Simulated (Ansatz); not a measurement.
Si$_{2}$Ge$_{3}$

Input

```
crystal:
  lattice:
    - [4.0617452334, 0.0, 0.0]
    - [-2.0308726167, 3.5175745558, 0.0]
    - [0.0, 0.0, 6.7863122379]
  atoms:
    - { symbol: Si, position: [0.3333333333, 0.6666666667, 0.2145841679] }
    - { symbol: Si, position: [0.6666666667, 0.3333333333, 0.7854158321] }
    - { symbol: Ge, position: [0.3333333333, 0.6666666667, 0.6325348496] }
    - { symbol: Ge, position: [0.6666666667, 0.3333333333, 0.3674651504] }
    - { symbol: Ge, position: [0.0, 0.0, 0.0] }
basis:
  ecutwfc: 420
kpoints:
  mp_grid: { grid: [12, 12, 6] }
hamiltonian:
  xc: pbe
scf:
  occupations: { method: gaussian, width: 0.1 }
output:
  forces: true
  stress: true
  eigenvalues: true
  write_density: true
  write_potential: true
  elf: true
  volumetric_format: npy
relax:
  adjacent_minimum: "off"
  f_tol: 0.01
  max_steps: 80
  cell: { stress_tol: 0.05 }
```

Launched as:

```sh
ansatz run input.yaml --threads 1 --pin off --max-ram 2560MiB --backend cpu --events-out ev --progress --plain --runs-dir out
```

Below, planes, directions and counts refer to the conventional cell (a = 3.78 Å, b = 3.78 Å, c = 7.67 Å, α = 90.00°, β = 90.00°, γ = 120.00°).

The fields are those of the run's last geometry, not of the input's.

Space group P-3m1; a structure generated by program, which may or may not match a known phase.

Method: DFT PBE, scalar-relativistic, plane waves, PAW in Ansatz.

**What can the converged valence pseudo-density and electron localisation function tell about the bonding?**

Si–Ge (2.55 Å): ρ at the midpoint is about 0.4 e/Å³; the ELF peaks at about 0.85 in the valence shell of Si, 1.0 Å from its nucleus, and is about 0.75 at the midpoint.
Si–Ge (2.69 Å): ρ at the midpoint is about 0.31 e/Å³; the ELF peaks at about 0.80 in the valence shell of Si, 0.9 Å from its nucleus, and is about 0.65 at the midpoint.

**Metal or insulator at this level of theory?**

It is gapless in this calculation (a metal or semimetal).

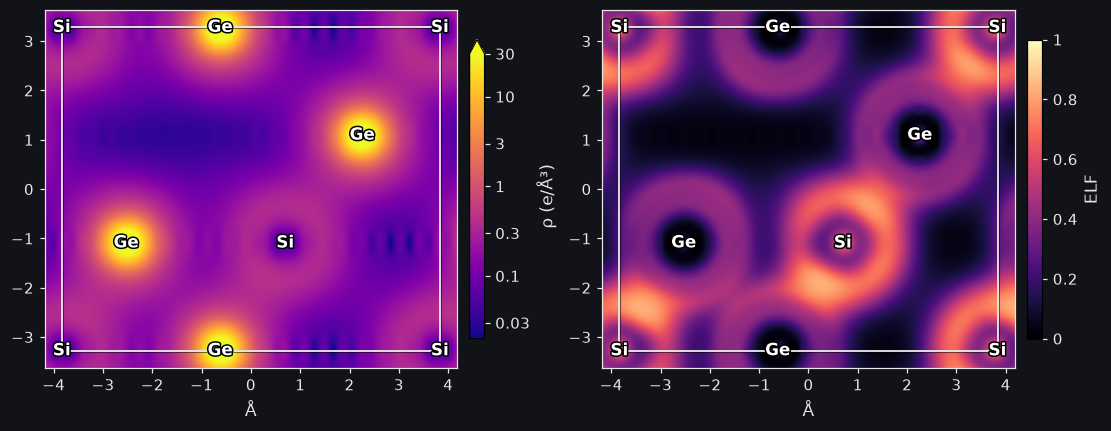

Computed valence pseudo-density and electron localisation function on the (110) plane of the conventional cell, in this order. 
